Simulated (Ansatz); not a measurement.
```xyz
8
Lattice="11.0989 0.0000 0.0000 0.0000 4.0727 0.0000 0.0000 0.0000 4.1826" Properties=species:S:1:pos:R:3 pbc="T T T"
Sn    1.2901    1.0182    3.8950
Sn    9.8088    3.0545    0.2876
Sn    4.2593    3.0545    1.8037
Sn    6.8396    1.0182    2.3788
Se    9.5399    1.0182    2.1729
Se    1.5591    3.0545    2.0097
Se    7.1085    3.0545    0.0816
Se    3.9904    1.0182    4.1009
```

Space group Pnma; a generated structure, not necessarily the stable one; computed pressure about 3 GPa in this cell.

All numbers below come from DFT LDA, scalar-relativistic, plane waves, PAW in Ansatz 0.2.0.

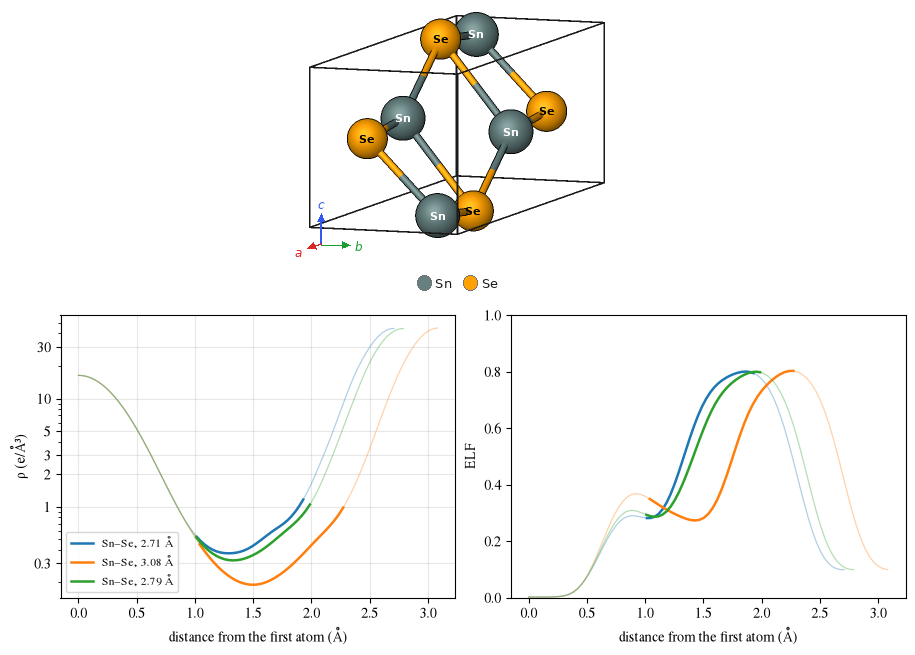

SnSe. Valence charge density (pseudo) and ELF along straight lines between neighbouring atoms. Thin, pale parts lie inside the atomic spheres. The structure is drawn too.

Core electrons are frozen (PAW), and the valence fields are smoothed inside the atomic spheres.

> What can be read from the curves?

Sn–Se (2.71 Å): the density is about 0.38 e/Å³ at the midpoint; the ELF is about 0.55 at the midpoint.
Sn–Se (3.08 Å): ρ is about 0.19 e/Å³ halfway; the ELF is about 0.30 at the midpoint.
Sn–Se (2.79 Å): ρ at the midpoint is about 0.33 e/Å³; the ELF is about 0.50 at the midpoint and 0.30 at its lowest between the atoms.
